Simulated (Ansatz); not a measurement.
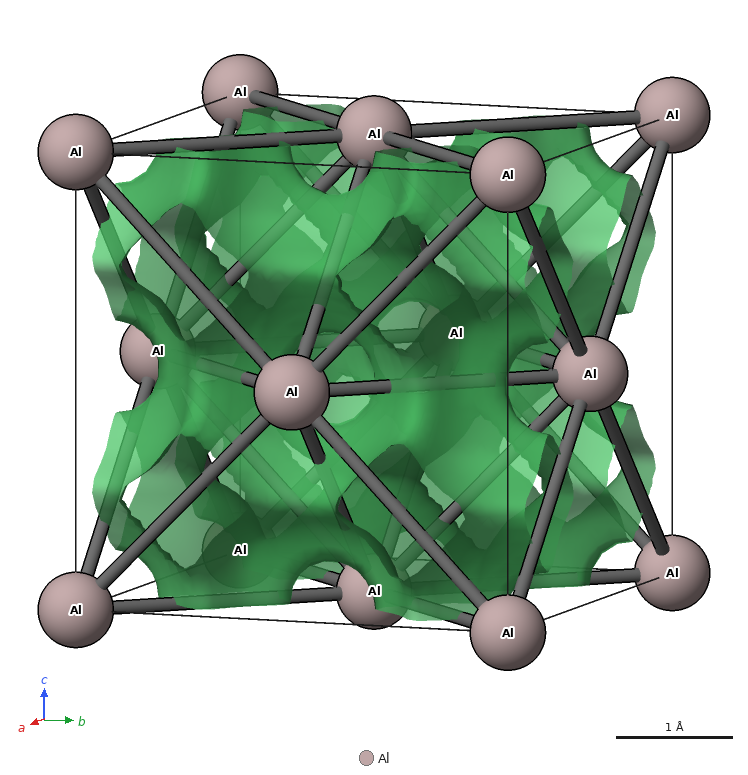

The picture shows: Al. Isosurface of the electron localisation function at 0.55 (green), seen slightly off an axis. Core shells and regions of very low density are left out. Sticks mark near contacts.

Space group Fm-3m; computed without spin polarisation.

Level of theory: Ansatz, DFT r2SCAN, scalar-relativistic, plane waves, PAW.

```
CELL_PARAMETERS angstrom
3.99200 0.00000 0.00000
0.00000 3.99200 0.00000
0.00000 0.00000 3.99200
ATOMIC_POSITIONS crystal
Al 0.00000 0.50000 0.50000
Al 0.50000 0.00000 0.50000
Al 0.50000 0.50000 0.00000
Al 0.00000 0.00000 0.00000
```

**What do the ELF domains correspond to?**

At this value the surface marks out one network that runs through the whole crystal, counted in one cell of 4 atoms. Regions shared between cells count once. There are no localised bonds or lone pairs at this value. Profiles from the grid: Al–Al (2.82 Å): the ELF peaks at about 0.65 between the atoms.

**Metal or insulator at this level of theory?**

It is metallic or semimetallic at this level of theory: no gap opens.
